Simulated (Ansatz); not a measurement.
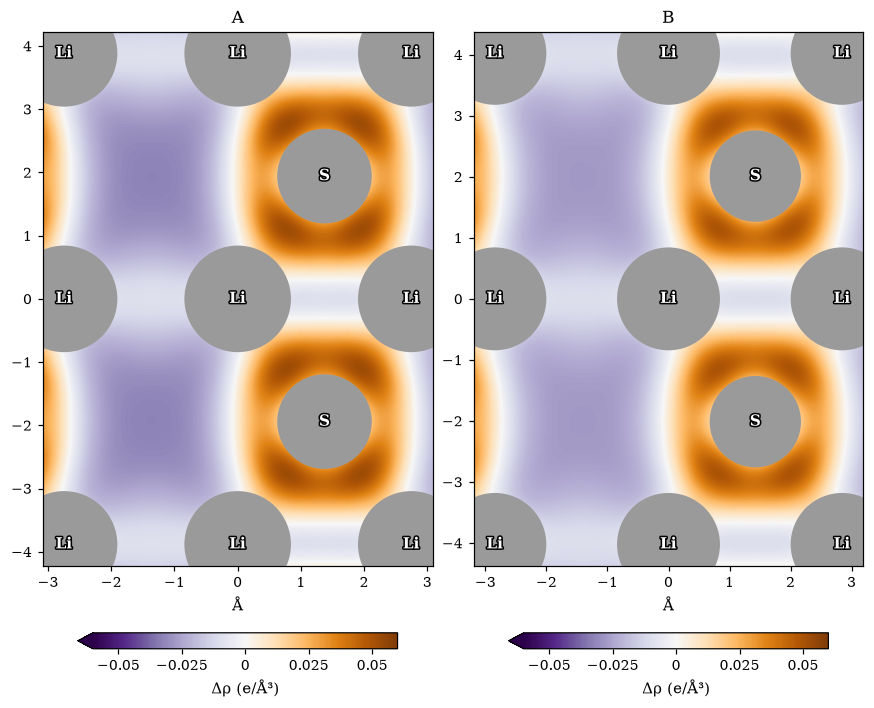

Li2S: deformation density on the (110) plane of the conventional cell at two volumes, with the same fractional coordinates and one colour scale. Grey discs cover the cores. Panel A has 90 % of the volume of panel B.

Space group Fm-3m.

All numbers below come from DFT LDA, scalar-relativistic, plane waves, PAW (Ansatz 0.2.0).

Question: How do bonds, bonding charge and pressure respond to this change of volume?

Answer: From B to A, Li–S goes from 2.46 to 2.38 Å, and Δρ at its midpoint from +0.04 to +0.05 e/Å³.
The pressure is −2.6 GPa in B and 2.0 GPa in A.
Bader charges in B: Li +0.85 and S −1.70 e; in A: Li +0.84 and S −1.68 e.
The rearranged charge is 0.14 e an atom in B and 0.13 e in A.

Run times: 25 s (base cell) and 26 s (scaled cell), on 1 thread of Arm Neoverse N1, on a shared host.
